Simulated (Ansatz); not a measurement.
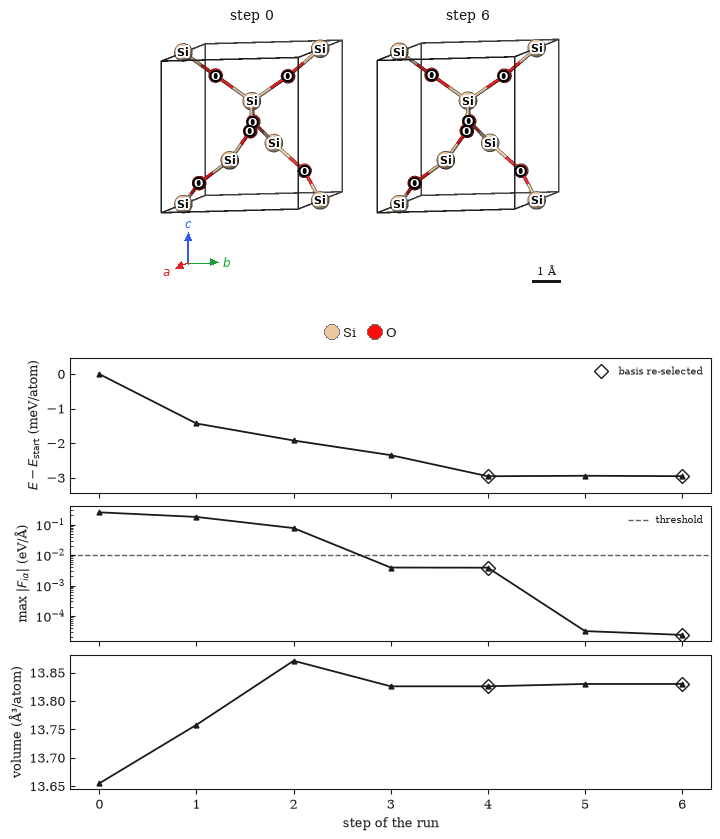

First and last geometry of a relaxation of solid SiO₂ (set up in P6_422), with the history of the run. Style: ball-and-stick. Shown: the cell of the calculation, slightly off an axis.

The run lets cell and atoms move.

Method: Ansatz, Kohn-Sham DFT of a periodic cell, PBE with D3(BJ), Ansatz PAW.

Input
```yaml
crystal:
  lattice:
    - [5.0605222284, 0.0, 0.0]
    - [-2.5302611142, 4.3825408062, 0.0]
    - [0.0, 0.0, 5.54135331]
  atoms:
    - { symbol: Si, position: [0.5, 0.0, 0.0] }
    - { symbol: Si, position: [0.5, 0.5, 0.6666666667] }
    - { symbol: Si, position: [0.0, 0.5, 0.3333333333] }
    - { symbol: O, position: [0.20860537, 0.79139463, 0.1666666667] }
    - { symbol: O, position: [0.20860537, 0.41721074, 0.5] }
    - { symbol: O, position: [0.41721074, 0.20860537, 0.8333333333] }
    - { symbol: O, position: [0.79139463, 0.20860537, 0.1666666667] }
    - { symbol: O, position: [0.79139463, 0.58278926, 0.5] }
    - { symbol: O, position: [0.58278926, 0.79139463, 0.8333333333] }
hamiltonian:
  xc: pbe
  pseudopotentials: { kind: paw }
  dispersion: d3bj
kpoints:
  mp_grid: { grid: [6, 6, 5] }
scf:
  occupations: { method: fermi_dirac, width: 0.05 }
output:
  forces: true
  stress: true
  eigenvalues: true
relax:
  f_tol: 0.01
  max_steps: 40
  cell: { stress_tol: 0.05 }
```

Run as
```bash
ansatz run input.yaml --threads 4 --pin off --max-ram 11264MiB --backend cpu --events-out ev --progress --plain --runs-dir out
```

### Did the run converge, and what did it change?

It converged. The energy falls by 3.0 meV per atom in 4 accepted moves (6 points after the start). The largest force component goes from 0.25 to under 0.0001 eV/Å. The pressure goes from 3.23 to 0.00 GPa. At 2 points the geometry stayed and the basis and grid were re-selected for the new cell (energy shift of 0.6 meV per atom at most each time). The largest moves relative to the cell, 0.015 Å, are those of O atoms. Si stays in place. Cell: a = b 5.061 → 5.081 Å (+0.4 %), c 5.541 → 5.568 Å (+0.5 %). Volume +1.3 %. Near-neighbour distances that change, for instance: O–Si 1.608 → 1.618 Å. The space group stays P6_422 (No. 181). Cost: 16 s on 4 threads of Arm Neoverse V1 (shared host), peak memory 0.44 GiB.
